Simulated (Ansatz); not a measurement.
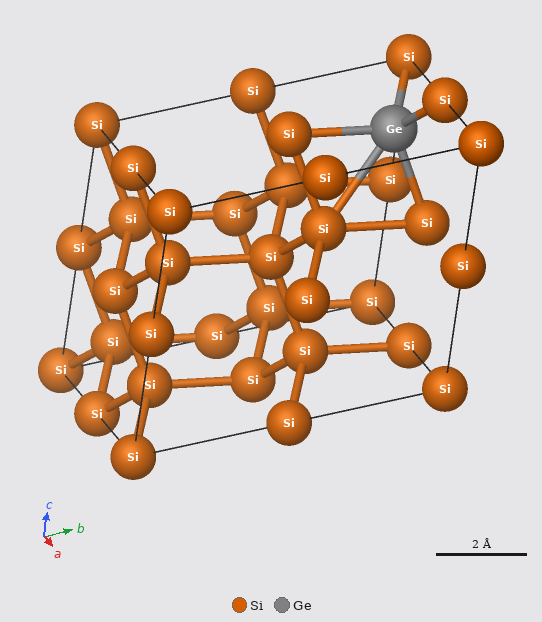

The input geometry (ball-and-stick view of the cell of the calculation, seen slightly off an axis). An atom can appear more than once, as a periodic image. Near neighbours in the periodic cell (some may lie outside the picture): Si has 1 Ge at 2.30 to 2.79 Å and 4 Si at 2.35 Å; Si has 4 Si at 2.35 Å; Ge has 10 Si at 2.30 to 2.79 Å.

**Run report: GeSi16, geometry relaxation (part 1 of 2)**

System: GeSi16 (defect cell, 17 atoms in the cell).
Method: DFT PBEsol, scalar-relativistic, plane waves, PAW, PAW set soft_1, no spin polarisation (Ansatz 0.2.0).

It belongs to a series of runs on one base structure; here: end point A relaxed.

### Input
```yaml
crystal:
  lattice:
    - [0.0, 5.43, 5.43]
    - [5.43, 0.0, 5.43]
    - [5.43, 5.43, 0.0]
  atoms:
    - { symbol: Si, position: [0.0, 0.0, 0.0] }
    - { symbol: Si, position: [0.125, 0.125, 0.125] }
    - { symbol: Si, position: [0.0, 0.0, 0.5] }
    - { symbol: Si, position: [0.125, 0.125, 0.625] }
    - { symbol: Si, position: [0.0, 0.5, 0.0] }
    - { symbol: Si, position: [0.125, 0.625, 0.125] }
    - { symbol: Si, position: [0.0, 0.5, 0.5] }
    - { symbol: Si, position: [0.125, 0.625, 0.625] }
    - { symbol: Si, position: [0.5, 0.0, 0.0] }
    - { symbol: Si, position: [0.625, 0.125, 0.125] }
    - { symbol: Si, position: [0.5, 0.0, 0.5] }
    - { symbol: Si, position: [0.625, 0.125, 0.625] }
    - { symbol: Si, position: [0.5, 0.5, 0.0] }
    - { symbol: Si, position: [0.625, 0.625, 0.125] }
    - { symbol: Si, position: [0.5, 0.5, 0.5] }
    - { symbol: Si, position: [0.625, 0.625, 0.625] }
    - { symbol: Ge, position: [0.366505, 0.8819127, 0.8699674] }
basis:
  ecutwfc: 420.0
kpoints:
  mp_grid: { grid: [2, 2, 2] }
hamiltonian:
  xc: pbesol
  pseudopotentials: { kind: paw, azcp: { folder: soft_1 } }
scf:
  occupations: { method: gaussian, width: 0.05 }
  lower_state_search: "off"
relax:
  f_tol: 0.03
  max_steps: 60
  adjacent_minimum: "off"
output:
  write_density: true
  write_potential: true
  elf: true
  volumetric_format: npy
```

Run on 1 thread of Arm Neoverse V2, 24 GiB of memory available, shared host.

Launch command:
```bash
ansatz run input.yaml --threads 1 --pin off --max-ram 3072MiB --backend cpu --events-out ev --progress --plain --runs-dir out
```

### The program's output
```
Warning: [file] the record states the generating functional pbe (its physics header spells it `PBE`), which answers neither for hamiltonian.xc's functional nor for the pbesol family's — results may be inconsistent (PPs are generated against a specific XC)
Warning: [file] the record states the generating functional pbe (its physics header spells it `PBE`), which answers neither for hamiltonian.xc's functional nor for the pbesol family's — results may be inconsistent (PPs are generated against a specific XC)
Engine: ansatz 0.2.0, aarch64-unknown-linux-gnu
Pseudopotentials: kind: paw
Pseudopotential: Si, paw, valence charge 4, recommended cutoff 420 eV (normal), [file]
Pseudopotential: Ge, paw, valence charge 14, recommended cutoff 420 eV (normal), [file]
Functional definition: PBEsol
  exchange = pbesol_x
  correlation = pbesol_c
Crystal: 17 atoms, lattice volume = 320.206 Å³
Basis set: ecut = 420 eV, 6231 PW (Γ), exchange–correlation on 108×108×108 points (8 copies of the dense FFT grid, shifted against one another)
Bands: 56, of which v1, the nominal top of the filled ones, is band 39 counted from 1 (38 counted from 0)
Symmetry: 1 space group operations
Space group: P1 (ITA 1), of the structure as read, at distance tolerance 6.8e-5 Å
k-points: 8
Non-local potential: Si, projectors of the file, l = 0: 2, l = 1: 2, l = 2: 1
Non-local potential: Ge, projectors of the file, l = 0: 2, l = 1: 2, l = 2: 3, l = 3: 1
PAW form: soft (Blöchl's): semilocal exchange-correlation on the pseudo side does not see the compensation charge
PAW frozen core: Si, regenerated for the run's functional, and the local potential with it (the file was generated under x = pbe(κ = 0.804, μ = 0.2195149727645171), c = pbe(β = 0.06672455060314922))
PAW frozen core: Ge, regenerated for the run's functional, and the local potential with it (the file was generated under x = pbe(κ = 0.804, μ = 0.2195149727645171), c = pbe(β = 0.06672455060314922))
PAW one-centre angular grid: Si, 110 points (default); XC on 64 Gauss nodes
PAW one-centre angular grid: Ge, 590 points (default); XC on 64 Gauss nodes
Initial density: superposition of atomic densities (chi_scale 0.1, normalization cell, long waves kept (reshape's long-wave potential 0.02 eV rms))
Initial wavefunctions: pseudopotential atomic-orbital guess
Functional: x = pbesol(κ = 0.804, μ = 0.12345679012345678), c = pbesol(β = 0.046)
SCF iter   1: F=—  HF=-14194.853844 eV  |F-HF|=—  |Δ(HF+E_count)|=         —  Δρ=4.53e-2  dr2=6.09e0  ethr=3.10e-3  ⟨swp⟩=9.5  Hψ=2559  notcnv=0  defer=8
preconditioner: auto → Resta (q_TF=auto, 2.156 Å⁻¹)  ε∞=5.4  [insulator: Δε(μ)=0.160 eV  Ē_g=8.180 eV  σ=0.050 eV  W_gap=0.65  n_scr=58 (ndim 8)  ℏωp=17.1 eV  f_vac=0.000  D(μ)=7.70/eV (n_scr^D=58)  ε∞_Penn≈5.4]
SCF iter   2: F=—  HF=-14193.570952 eV  |F-HF|=—  |Δ(HF+E_count)|=    1.28e0  Δρ=2.58e-2  dr2=2.06e0  ethr=3.10e-3  ⟨swp⟩=2.0  Hψ=569  notcnv=0  defer=56
SCF iter   3: F=—  HF=-14192.973427 eV  |F-HF|=—  |Δ(HF+E_count)|=   5.98e-1  Δρ=2.39e-3  dr2=2.57e-2  ethr=2.64e-3  ⟨swp⟩=2.6  Hψ=677  notcnv=0  defer=66
SCF iter   4: F=—  HF=-14192.969679 eV  |F-HF|=—  |Δ(HF+E_count)|=   3.75e-3  Δρ=1.45e-3  dr2=7.55e-3  ethr=3.30e-5  ⟨swp⟩=2.0  Hψ=734  notcnv=0  defer=79
SCF iter   5: F=—  HF=-14192.971278 eV  |F-HF|=—  |Δ(HF+E_count)|=   1.60e-3  Δρ=5.49e-4  dr2=1.44e-3  ethr=9.68e-6  ⟨swp⟩=2.5  Hψ=742  notcnv=0  defer=79
SCF iter   6: F=—  HF=-14192.971749 eV  |F-HF|=—  |Δ(HF+E_count)|=   4.71e-4  Δρ=1.35e-4  dr2=8.75e-5  ethr=1.85e-6  ⟨swp⟩=2.5  Hψ=681  notcnv=0  defer=79
SCF iter   7: F=-14192.971767 eV  HF=-14192.971767 eV  |F-HF|=3.90e-8  |Δ(HF+E_count)|=   1.86e-5  Δρ=1.91e-5  dr2=2.31e-6  ethr=2.88e-8  ⟨swp⟩=11.0  Hψ=3669  notcnv=0
SCF 1 converged in 7 iterations: F = -14192.971767 eV  dr2 = 2.31e-6
  greatest PAW one-centre occupation: 0.998 electrons in one spin orbital (limit 2), on the Ge atom at site 16 (counted from 0), in its partial waves of l = 2
relax step   1: F+E_penalty+E_count = -14192.97176732 eV  Δ(F+E_penalty+E_count) = +0.000e0 eV  max|allowed force component| = 1.134e0 eV/Å  Δτ_max = 0.0000 Å  (7 SCF iters, dr2 threshold 2.25e-5 eV, accepted)
Initial density: handed on by an earlier stage of this run
Initial wavefunctions: those handed on with the density
iter 1 solved again at ethr=1.63e-4 eV; its pass at ethr=3.10e-3 eV (dr2=1.27e-1 eV) is discarded
SCF iter   1: F=—  HF=-14193.298047 eV  |F-HF|=—  |Δ(HF+E_count)|=         —  Δρ=3.35e-3  dr2=1.29e-1  ethr=1.63e-4  ⟨swp⟩=1.0  Hψ=1557  notcnv=0  defer=85
preconditioner: auto → Resta (q_TF=auto, 2.156 Å⁻¹)  ε∞=5.6  [insulator: Δε(μ)=0.237 eV  Ē_g=8.005 eV  σ=0.050 eV  W_gap=0.60  n_scr=58 (ndim 8)  ℏωp=17.1 eV  f_vac=0.000  D(μ)=8.41/eV (n_scr^D=58)  ε∞_Penn≈5.6]
SCF iter   2: F=—  HF=-14193.273348 eV  |F-HF|=—  |Δ(HF+E_count)|=   2.47e-2  Δρ=1.28e-3  dr2=7.37e-3  ethr=1.63e-4  ⟨swp⟩=2.6  Hψ=573  notcnv=0  defer=85
SCF iter   3: F=—  HF=-14193.272009 eV  |F-HF|=—  |Δ(HF+E_count)|=   1.34e-3  Δρ=4.38e-4  dr2=4.22e-4  ethr=9.45e-6  ⟨swp⟩=2.0  Hψ=674  notcnv=0  defer=85
SCF iter   4: F=—  HF=-14193.271955 eV  |F-HF|=—  |Δ(HF+E_count)|=   5.46e-5  Δρ=1.58e-4  dr2=7.28e-5  ethr=1.03e-7  ⟨swp⟩=10.0  Hψ=3325  notcnv=0
SCF iter   5: F=-14193.271937 eV  HF=-14193.271937 eV  |F-HF|=5.21e-7  |Δ(HF+E_count)|=   1.75e-5  Δρ=2.64e-5  dr2=3.66e-6  ethr=9.34e-8  ⟨swp⟩=11.0  Hψ=3681  notcnv=0
SCF 2 converged in 5 iterations: F = -14193.271937 eV  dr2 = 3.66e-6
relax step   2: F+E_penalty+E_count = -14193.27193672 eV  Δ(F+E_penalty+E_count) = -3.002e-1 eV  max|allowed force component| = 4.017e-1 eV/Å  Δτ_max = 0.0540 Å  (5 SCF iters, dr2 threshold 8.04e-5 eV, accepted)
SCF iter   1: F=—  HF=-14193.320197 eV  |F-HF|=—  |Δ(HF+E_count)|=         —  Δρ=1.78e-3  dr2=3.61e-2  ethr=4.13e-4  ⟨swp⟩=3.9  Hψ=1101  notcnv=0  defer=83
preconditioner: auto → Kerker (q_TF=auto, 2.156 Å⁻¹)  [metal: Δε(μ)=0.006 eV  Ē_g=7.985 eV  σ=0.050 eV  W_gap=0.06  n_scr=58 (ndim 8)  ℏωp=17.1 eV  f_vac=0.000  D(μ)=6.33/eV (n_scr^D=26)]
SCF iter   2: F=—  HF=-14193.314844 eV  |F-HF|=—  |Δ(HF+E_count)|=   5.35e-3  Δρ=9.45e-4  dr2=1.04e-2  ethr=4.63e-5  ⟨swp⟩=1.0  Hψ=520  notcnv=0  defer=83
SCF iter   3: F=—  HF=-14193.312867 eV  |F-HF|=—  |Δ(HF+E_count)|=   1.98e-3  Δρ=1.61e-4  dr2=6.92e-5  ethr=1.33e-5  ⟨swp⟩=2.0  Hψ=529  notcnv=0  defer=83
SCF iter   4: F=—  HF=-14193.312788 eV  |F-HF|=—  |Δ(HF+E_count)|=   7.95e-5  Δρ=6.91e-5  dr2=2.10e-5  ethr=1.29e-8  ⟨swp⟩=12.4  Hψ=4182  notcnv=0
SCF iter   5: F=-14193.312783 eV  HF=-14193.312785 eV  |F-HF|=2.41e-6  |Δ(HF+E_count)|=   2.50e-6  Δρ=2.39e-5  dr2=5.68e-6  ethr=1.29e-8  ⟨swp⟩=10.5  Hψ=3486  notcnv=0
SCF 3 converged in 5 iterations: F = -14193.312783 eV  dr2 = 5.68e-6
relax step   3: F+E_penalty+E_count = -14193.31278282 eV  Δ(F+E_penalty+E_count) = -4.085e-2 eV  max|allowed force component| = 8.991e-2 eV/Å  Δτ_max = 0.0321 Å  (5 SCF iters, dr2 threshold 1.01e-5 eV, accepted)
SCF iter   1: F=—  HF=-14193.314660 eV  |F-HF|=—  |Δ(HF+E_count)|=         —  Δρ=7.89e-4  dr2=1.85e-3  ethr=1.72e-4  ⟨swp⟩=3.1  Hψ=944  notcnv=0  defer=77
preconditioner: auto → Resta (q_TF=auto, 2.156 Å⁻¹)  ε∞=5.6  [insulator: Δε(μ)=0.239 eV  Ē_g=7.991 eV  σ=0.050 eV  W_gap=0.52  n_scr=58 (ndim 8)  ℏωp=17.1 eV  f_vac=0.000  D(μ)=6.70/eV (n_scr^D=50)  ε∞_Penn≈5.6]
SCF iter   2: F=—  HF=-14193.314364 eV  |F-HF|=—  |Δ(HF+E_count)|=   2.96e-4  Δρ=4.31e-4  dr2=4.15e-4  ethr=2.37e-6  ⟨swp⟩=2.0  Hψ=626  notcnv=0  defer=77
SCF iter   3: F=—  HF=-14193.314286 eV  |F-HF|=—  |Δ(HF+E_count)|=   7.78e-5  Δρ=5.26e-5  dr2=6.26e-6  ethr=5.32e-7  ⟨swp⟩=2.5  Hψ=685  notcnv=0  defer=77
SCF iter   4: F=—  HF=-14193.314257 eV  |F-HF|=—  |Δ(HF+E_count)|=   2.84e-5  Δρ=7.38e-6  dr2=2.93e-7  ethr=8.03e-9  ⟨swp⟩=2.9  Hψ=687  notcnv=0  defer=77
SCF iter   5: F=-14193.314257 eV  HF=-14193.314257 eV  |F-HF|=7.56e-8  |Δ(HF+E_count)|=   1.09e-8  Δρ=2.98e-6  dr2=6.17e-8  ethr=1.28e-10  ⟨swp⟩=10.0  Hψ=2761  notcnv=0
SCF 4 converged in 5 iterations: F = -14193.314257 eV  dr2 = 6.17e-8
relax step   4: F+E_penalty+E_count = -14193.31425737 eV  Δ(F+E_penalty+E_count) = -1.475e-3 eV  max|allowed force component| = 3.028e-3 eV/Å  Δτ_max = 0.0275 Å  (5 SCF iters, accepted)
```

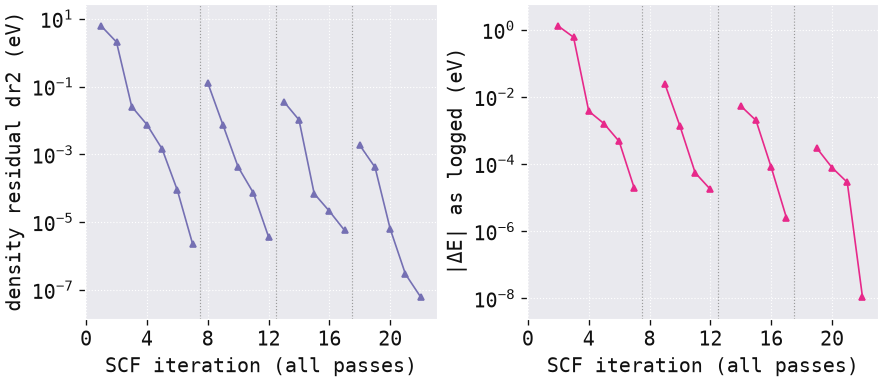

Convergence of the self-consistent field: density residual dr2 and size of the energy change against the SCF iteration. The dotted lines part the SCF passes of the relaxation: geometry steps, rejected trials and re-solves on a re-selected basis. The passes take 7, 5, 5 and 5 iterations.

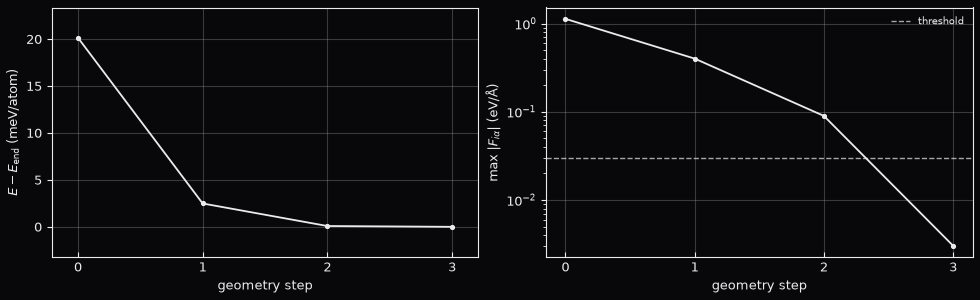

Progress of the relaxation, step by step (the first geometry is step 0 here and step 1 in the log).

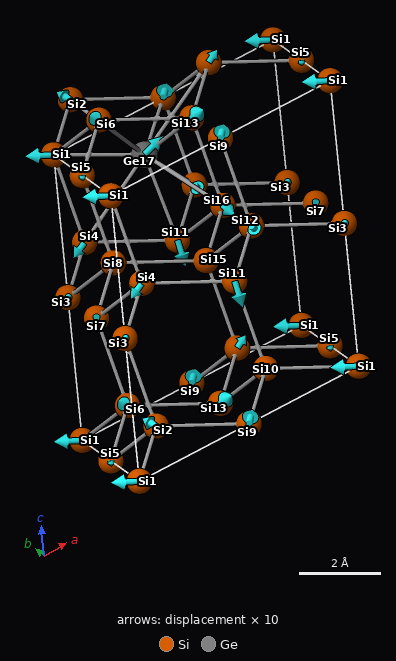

The starting structure with the displacements as teal arrows, magnified 10 times (ball-and-stick view of the cell of the calculation, with bonded neighbours outside it, seen slightly off an axis). The atom that moves furthest is Si1 (0.076 Å). Largest moves by element: Si 0.076 Å, Ge 0.068 Å. The lattice vectors keep their values. Among the contacts that change: Si1–Ge17 2.299 → 2.422 Å, Si4–Ge17 2.642 → 2.759 Å, Si11–Ge17 2.321 → 2.422 Å, Si10–Si11 2.351 → 2.280 Å. Among the angles that change: Si7–Si16–Si15 109.5° → 112.1°, Si3–Si12–Ge17 126.5° → 124.0°, Si7–Si16–Ge17 126.5° → 124.0°. After 3 geometry steps the energy has fallen by 20.1 meV per atom. Largest force component: 1.1 eV/Å at the start, 0.003 eV/Å at the end. (Atoms are counted from 1 in the order of the input.)

```
NSCF: frozen V_eff on 8 k-points
the band table was solved once a step of the walk had ended and its energy, with any forces and stress, was formed, with the checks that follow a solve (2883 applications of the Hamiltonian). They found nothing against the state; the energy, forces and stress were not computed again (output.eigenvalues in the input reference)
SCF converged after 5 iterations
Free energy (F): -14193.314257 eV
Harris-Foulkes:  -14193.314257 eV  (|F-HF|=7.56e-8)
Internal energy: -14193.305883 eV  (E = F + TS)
E sigma→0 (E₀):  -14193.310070 eV
Entropy (-TS):   -0.008374 eV (-0.493 meV/atom)
Fermi energy:    7.435491 eV
--- Per-component energies (eV) ---
  E_band       = -55.121831
  E_kinetic    = 757.395252
  E_local      = -3496.018695  (includes V_loc(G=0)·N_el)
  E_nonlocal   = 584.135867
  E_hartree    = 1624.081877
  E_xc         = -972.934314
  E_vxc        = -839.124177  (∫ρ·V_xc dr)
  E_paw        = -9932.353514  (= ΣΔE_a)
  E_vpaw       = -309.687488  (= ΣTr[D̂ρ^β])
  E_aug_tail   = 0.000613  (compensation charges beyond the density's cutoff)
  E_ewald      = -2759.035876
  E_core_change = 1.422909  (= ΣΔE_core)
  E_smearing   = -0.008374  (= −TS)
  E_closure    = 0.000000  (closes the sum)
  Σ components = -14193.314257   (vs F -14193.314257, Δ=0.00e0)
--- Forces (eV/Å), atoms counted from 1 ---
  atom   1  Si    -0.00055981    -0.00036961     0.00054458
  atom   2  Si    -0.00027795    -0.00008892     0.00110439
  atom   3  Si    -0.00043086     0.00068781    -0.00049607
  atom   4  Si    -0.00018485    -0.00064846     0.00019808
  atom   5  Si    -0.00122245    -0.00255476     0.00122887
  atom   6  Si    -0.00108885    -0.00009058     0.00028720
  atom   7  Si     0.00053110     0.00069510     0.00045429
  atom   8  Si     0.00015103    -0.00101485    -0.00012068
  atom   9  Si    -0.00144811     0.00174715    -0.00119206
  atom  10  Si    -0.00022338     0.00196218     0.00018179
  atom  11  Si     0.00049876    -0.00022079    -0.00053388
  atom  12  Si     0.00111318    -0.00040052    -0.00057937
  atom  13  Si     0.00117423     0.00173374     0.00145458
  atom  14  Si     0.00016109    -0.00139019    -0.00015077
  atom  15  Si     0.00158694    -0.00266379    -0.00157660
  atom  16  Si     0.00058767    -0.00040007    -0.00109945
  atom  17  Ge    -0.00036995     0.00302917     0.00029707
  max |Σ_I F_I| component: 1.26e-5 eV/Å
--- Band table (eV; the first three rows and the last of 8) ---
```
